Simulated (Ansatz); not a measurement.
System: Ti, space group Fm-3m (No. 225) (one of a set of cubic test structures, which need not be the stable phase).

One of the inputs:
```
crystal:
  lattice:
    - [0.0, 2.042762687372, 2.042762687372]
    - [2.042762687372, 0.0, 2.042762687372]
    - [2.042762687372, 2.042762687372, 0.0]
  atoms:
    - { symbol: Ti, position: [0, 0, 0] }
kpoints:
  mp_grid: { grid: [14, 14, 14] }
hamiltonian:
  xc: r2scan
  pseudopotentials:
    kind: paw
    azcp:
      Ti: "pseudopotentials/pbe/paw/ansatz_paw_generated_hard_1/Ti.paw.azcp"
scf:
  occupations: { method: fermi_dirac, width: 0.1 }
  convergence: { dr2_threshold: "1e-9 eV" }
  max_iter: 300
output:
  forces: true
  stress: true
basis:
  xc_grid: 2
```

Command:
```bash
ansatz run input.yaml --threads 1
```

Calculation (Ansatz 0.2.0 development build): equation of state of a cubic crystal from periodic Kohn-Sham density functional theory without spin, third-order Birch-Murnaghan fit to the free energies; pressure corrected for the finite basis. Level: r2SCAN.

- structure type: fcc
- atoms in cell: 1
- space group number: 225
- lattice centring: face-centred primitive
- k mesh: 14×14×14
- occupation method: Fermi–Dirac
- occupation width: 0.1 eV
- wave cutoff: 700 eV
- datasets: hard PAW
- density tolerance: 1e−09 eV
- bands: 10
- density cutoff ratio: 4
- search for lower states: default
- xc grid level: 2

Predict the energy above the lowest point and pressure against volume. The volume takes the values 16.00, 16.53, 17.05, 17.57, 18.09 Å³/atom.

A third-order Birch–Murnaghan fit gives V0 = 17.40 Å³/atom, B0 = 111 GPa and B′ = 3.2. The energy above the lowest point is 43.4 meV/atom at volume 16.00 Å³/atom and 8.4 meV/atom at 18.09 Å³/atom; the lowest computed point is at volume 17.57 Å³/atom (0.0 meV/atom). The pressure falls from 10.7 GPa at volume 16.00 Å³/atom to −4.0 GPa at 18.09 Å³/atom, and changes sign near 17.41 Å³/atom.

```json
{"volume (Å³/atom)": "16.00", "energy above the lowest point (meV/atom)": "43.4", "pressure (GPa)": "10.7"}
{"volume (Å³/atom)": "16.53", "energy above the lowest point (meV/atom)": "16.0", "pressure (GPa)": "6.3"}
{"volume (Å³/atom)": "17.05", "energy above the lowest point (meV/atom)": "2.1", "pressure (GPa)": "2.4"}
{"volume (Å³/atom)": "17.57", "energy above the lowest point (meV/atom)": "0.0", "pressure (GPa)": "-1.0"}
{"volume (Å³/atom)": "18.09", "energy above the lowest point (meV/atom)": "8.4", "pressure (GPa)": "-4.0"}
```

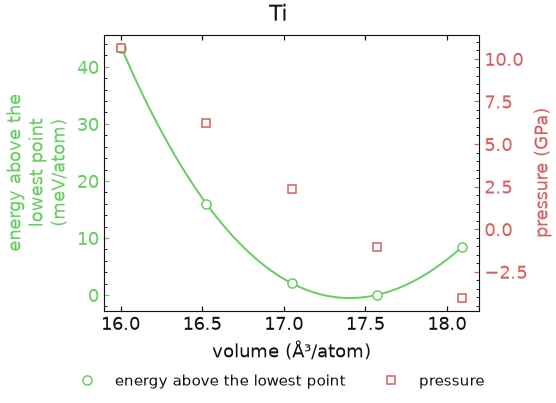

Caveats: cubic model structure, not the ambient form; modest k-mesh, values are not fully converged in k; pseudopotentials made with PBE, not this functional.
